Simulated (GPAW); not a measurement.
# Optical response of IrO2, part 2 of 2

Aim: the dielectric function of IrO2, and the optical constants that follow from it. The cell comes from an older database entry, whose edges can differ from later determinations, mostly by under a per cent.

GPAW 26.7.0; DFT, LDA, plane-wave PAW (GPAW data sets), scalar-relativistic, RPA, optical limit.

So far. Step 2 (Ground state): There are states at the Fermi level within the smearing, so the occupations stay smeared and the carriers get a Drude term.

### Step 4. Dielectric function, RPA (continued)

Values under 1 per cm are given as 1; sum at mesh points, not converged in k. The absorption coefficient by photon energy:

```tsv
photon energy (eV)	E ∥ x (1/cm)	E ∥ z (1/cm)
1.01	2.1e5	2.4e5
1.99	1.2e5	2.1e5
3.02	3.5e5	1.6e5
3.98	3.8e5	3.2e5
4.98	6.0e5	6.3e5
6.02	6.6e5	9.7e5
6.99	1.1e6	1.3e6
8.03	1.1e6	1.4e6
9.02	1.1e6	1.3e6
10.03	8.6e5	1.4e6
11.03	9.6e5	1.2e6
12.02	1.1e6	1.1e6
13.00	1.0e6	9.4e5
14.04	1.1e6	8.8e5
14.96	1.2e6	1.0e6
16.03	1.4e6	1.4e6
16.96	1.4e6	1.7e6
18.05	1.7e6	1.9e6
18.97	1.6e6	2.0e6
20.06	1.4e6	1.7e6
20.95	1.5e6	1.7e6
22.02	1.5e6	1.6e6
```

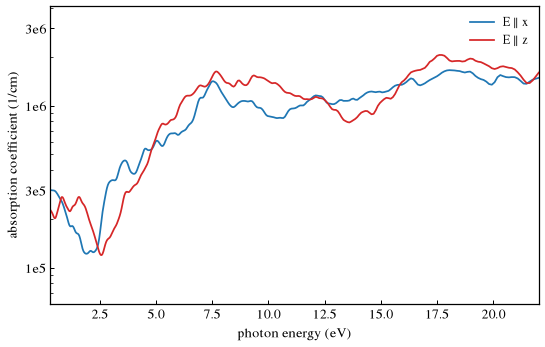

Absorption coefficient against photon energy.

The Im ε, E ∥ x has structure finer than the step of the table below, so its rows give means over 1 eV, whole bins alone (the curve runs from 0.305 to 22.0 eV). Peaks (eV: height): without local fields 3.4: 5.95, 4.5: 5.44, 6.9: 6.90; with local fields 3.4: 5.99, 4.5: 5.38, 6.9: 6.71.

Sum at mesh points, not converged in k. Im ε, E ∥ x against photon energy; means over each step:

```tsv
photon energy (eV)	without local fields	with local fields
1	6.09	6.09
2	2.85	2.86
3	5.40	5.40
4	4.83	4.81
5	4.93	4.82
6	4.87	4.70
7	6.37	6.22
8	3.80	3.75
9	3.01	2.80
10	2.23	2.04
11	2.52	2.18
12	2.36	2.27
13	2.08	1.91
14	2.19	1.95
15	2.07	1.92
16	2.28	1.98
17	2.11	1.82
18	2.15	1.84
19	1.74	1.46
20	1.52	1.29
21	1.23	1.19
```

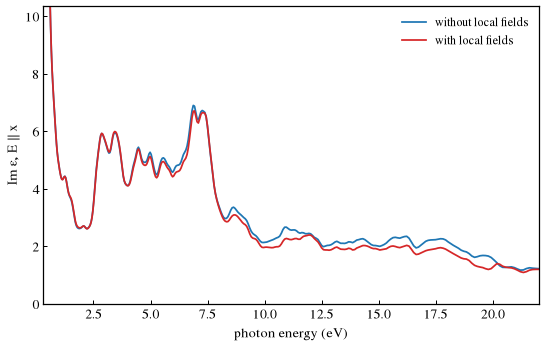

Im ε, E ∥ x, plotted against photon energy. Below 1 eV the curve runs off the scale.

The loss function −Im 1/ε at q → 0 has structure finer than the step of the table below, so its rows give means over 1 eV, whole bins alone (the curve runs from 0.305 to 22.0 eV). Peaks (eV: height): E ∥ x 1.4: 0.235, 9.9: 0.480, 19.7: 0.786, 21.2: 0.844; E ∥ z 1.9: 0.203, 12.8: 0.700, 21.3: 1.01.

Sum at mesh points, not converged in k. The loss function −Im 1/ε at q → 0 by energy loss; means over each step:

```tsv
energy loss (eV)	E ∥ x	E ∥ z
1	0.135	0.0914
2	0.119	0.161
3	0.0898	0.0628
4	0.126	0.0668
5	0.141	0.0775
6	0.151	0.0995
7	0.141	0.127
8	0.274	0.184
9	0.358	0.236
10	0.449	0.319
11	0.376	0.497
12	0.397	0.569
13	0.449	0.668
14	0.428	0.471
15	0.447	0.371
16	0.459	0.334
17	0.501	0.368
18	0.531	0.467
19	0.686	0.571
20	0.734	0.726
21	0.794	0.886
```

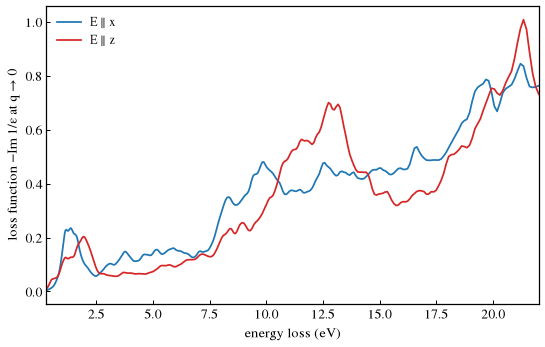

Loss function −Im 1/ε at q → 0, plotted against energy loss.

The reflectivity at normal incidence has structure finer than the step of the table below, so its rows give means over 1 eV, whole bins alone (the curve runs from 0.305 to 22.0 eV). Peaks (eV: height): E ∥ x 2.8: 27.3, 4.5: 25.0, 7.6: 37.5, 12.1: 16.1, 19.0: 16.9; E ∥ z 7.7: 42.2, 17.8: 24.1.

Sum at mesh points, not converged in k. The reflectivity at normal incidence by photon energy; means over each step:

```tsv
photon energy (eV)	E ∥ x (%)	E ∥ z (%)
1	51.2	46.6
2	17.9	21.2
3	26.1	20.2
4	23.1	24.8
5	23.1	29.9
6	22.7	32.5
7	30.0	35.3
8	30.3	37.4
9	21.9	32.5
10	14.8	33.0
11	13.1	24.0
12	15.1	17.8
13	12.4	11.8
14	12.2	7.88
15	12.6	9.52
16	14.0	14.1
17	13.4	18.5
18	16.2	22.5
19	16.0	22.1
20	12.5	19.8
21	12.3	17.7
```

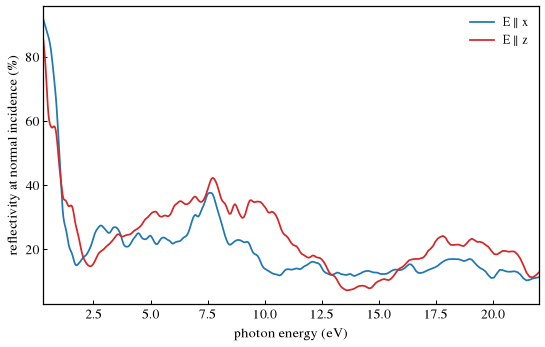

Reflectivity at normal incidence against photon energy.

From ε follow the optical constants at some laser and lamp lines:

```tsv
wavelength (nm)	n x	k x	R (%) x	1/α x	n z	k z	R (%) z	1/α z
1064	1.41	1.537	31.0	55 nm	2.08	1.891	36.3	45 nm
633	2.15	0.618	16.5	82 nm	1.79	1.073	19.9	47 nm
532	2.48	0.545	20.0	78 nm	1.99	0.620	14.7	68 nm
450	2.75	1.008	27.0	36 nm	2.41	0.503	18.9	71 nm
365	2.46	1.211	26.8	24 nm	2.70	0.615	23.2	47 nm
248	2.14	1.190	24.1	17 nm	2.89	1.259	30.8	16 nm
193	2.14	1.148	23.4	13 nm	2.32	1.773	34.5	8.7 nm
```

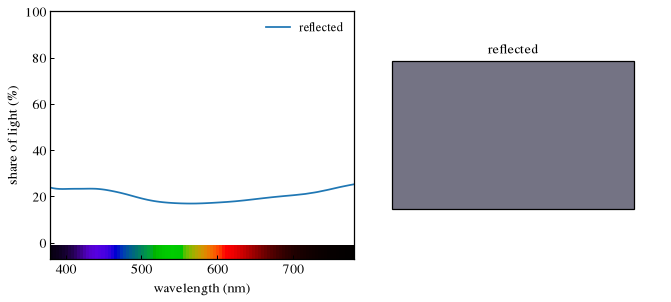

Light reflected across the visible range, with the colour that it makes of daylight (sRGB).

A polished face would reflect 18 % of daylight and look faintly violet (CIE x = 0.295, y = 0.297 under D65).

### Step 5. What came out

**Reading.** At this level (LDA, RPA) IrO2 is a metal. The mesh is too coarse to trust the carriers' weight, the reflectivity or the colour to better than tens of per cent. A polished face would reflect 18 % of daylight and look faintly violet (CIE x = 0.295, y = 0.297 under D65). The carriers' damping of 0.05 eV is typed, not computed; it shapes the response at the lowest energies. The run has no spin polarisation; magnetic order or correlation, untested here, could change the spectrum. Spin-orbit coupling is left out although heavy atoms are present. The curves end at 22 eV, about where the summed bands run out. In this version of GPAW the matrix elements of the optical limit are incomplete, which can lower ε − 1 by up to a tenth where first-row anions or d states rule, and shift it by more in d metals. GPAW's carrier term has the form −ωp²/(ω + i·rate)², which damps like twice the rate and fails at low energy, so the curves leave the lowest energies out. The sum runs over mesh points 0.17 Å⁻¹ apart with no interpolation, so peaks are partly noise of the mesh, and the Drude plasma energy, a sum over the Fermi surface, isn't converged.

[Machine, clock and banner lines and Python warnings are left out of the logs.]

[Logs are printed without paths, hosts, clocks, repeated set-up lines and the standing remarks that a program may print on its own settings, such as how far it seeks lower states.]

[Hosts, paths, dates, database ids (printed as entryN), source tags and the programs' standing remarks are cut or masked in the printed files.]
